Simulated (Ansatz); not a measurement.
Ta

Input file:

```
crystal:
  lattice:
    - [-4.2078571111, 4.2078571111, 0.0]
    - [-4.2078571111, 0.0, 4.2078571111]
    - [0.0, 4.2078571111, 4.2078571111]
  atoms:
    - { symbol: Ta, position: [0.0, 0.0, 0.0] }
    - { symbol: Ta, position: [0.5, 0.0, 0.0] }
    - { symbol: Ta, position: [0.0, 0.5, 0.0] }
    - { symbol: Ta, position: [0.0, 0.0, 0.5] }
    - { symbol: Ta, position: [0.5, 0.5, 0.0] }
    - { symbol: Ta, position: [0.5, 0.0, 0.5] }
    - { symbol: Ta, position: [0.0, 0.5, 0.5] }
    - { symbol: Ta, position: [0.5, 0.5, 0.5] }
basis:
  ecutwfc: 500
kpoints:
  mp_grid: { grid: [12, 12, 12] }
hamiltonian:
  xc: r2scan
scf:
  occupations: { method: gaussian, width: 0.15 }
output:
  forces: true
  stress: true
  eigenvalues: true
  write_density: true
  write_potential: true
  elf: true
  volumetric_format: npy
```

Command:

```sh
ansatz run input.yaml --threads 1 --pin off --max-ram 2560MiB --backend cpu --events-out ev --progress --plain --runs-dir out
```

Space group Fm-3m.

Method: DFT r2SCAN, scalar-relativistic, plane waves, PAW in Ansatz.

The density is the valence pseudo-density of a PAW calculation; it isn't the true density close to the nuclei.

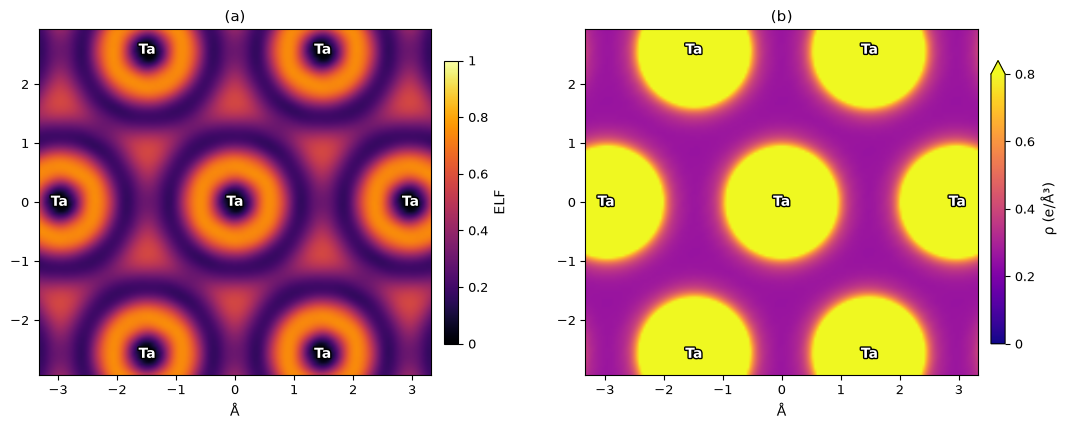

Figure 1. (a) electron localisation function; (b) valence charge density (pseudo) on the (010) plane of the calculation cell.

### Interpret the plot.

The plane passes through Ta nuclei. Ta–Ta (2.98 Å): the density is about 0.27 e/Å³ at the midpoint; the ELF is about 0.30 at the midpoint; no localised pair shows between them. Between the atoms the lowest density in this plane is 0.26 e/Å³. The features right at Ta lie inside the PAW spheres, where the map follows smoothed inner orbitals and isn't to be read closely.

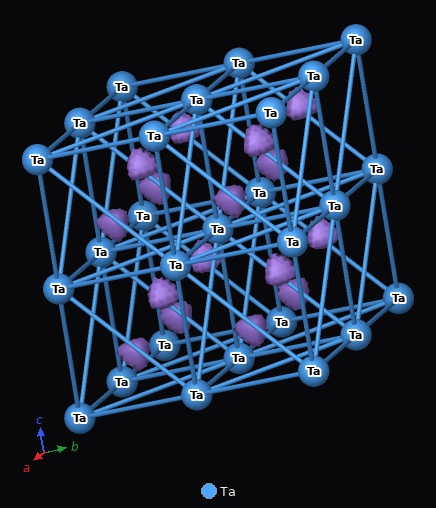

Figure 2. Isosurface of the electron localisation function at 0.65 (purple), seen slightly off an axis. Only the valence region is drawn (cores and ρ < 0.01 e/Å³ removed). Sticks mark near contacts.

### Describe the localisation domains.

The ELF exceeds this value in 16 pockets between the atoms, centred on no nucleus (multi-centre or interstitial), counted in one cell of 8 atoms. Regions shared between cells count once. There are no localised bonds or lone pairs at this value.

### Does the calculation give a band gap?

It is metallic or semimetallic at this level of theory: no gap opens.
